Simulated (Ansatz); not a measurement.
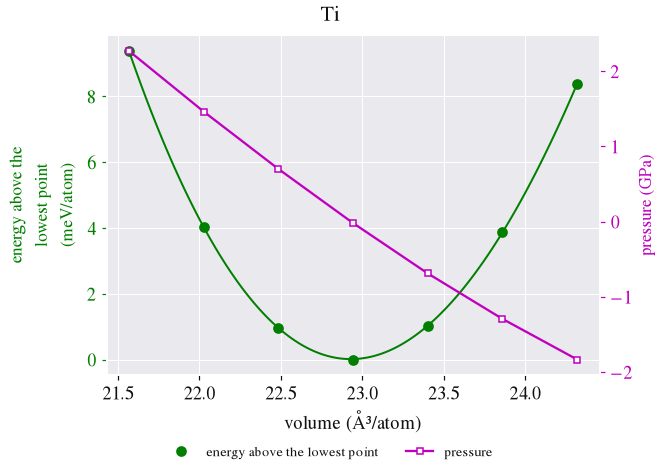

The figure shows the energy above the lowest point and pressure against volume for Ti, space group Fd-3m (No. 227) (one of a set of cubic test structures, which need not be the stable phase).

Calculation (Ansatz 0.2.0 development build): equation of state of a cubic crystal from periodic Kohn-Sham density functional theory without spin, third-order Birch-Murnaghan fit to the free energies; pressure corrected for the finite basis. Level: PBE.

structure type diamond; atoms in cell 2; space group number 227; lattice centring face-centred primitive; k mesh 33×33×33; occupation method Fermi–Dirac; occupation width 0.06123 eV; wave cutoff 420 eV; datasets soft-1 PAW; density tolerance 1e−07 eV; bands 16; density cutoff ratio 4; search for lower states default.

### How stiff is the solid, and where is its volume at rest?

A third-order Birch–Murnaghan fit gives V0 = 22.93 Å³/atom, B0 = 34.3 GPa.

### How does the pressure vary with volume?

It falls from 2.270 GPa at volume 21.57 Å³/atom to −1.835 GPa at 24.32 Å³/atom, and changes sign near 22.93 Å³/atom.

Keep in mind: cubic model structure, not the ambient form; no spin polarisation, a magnetic state may lie lower.
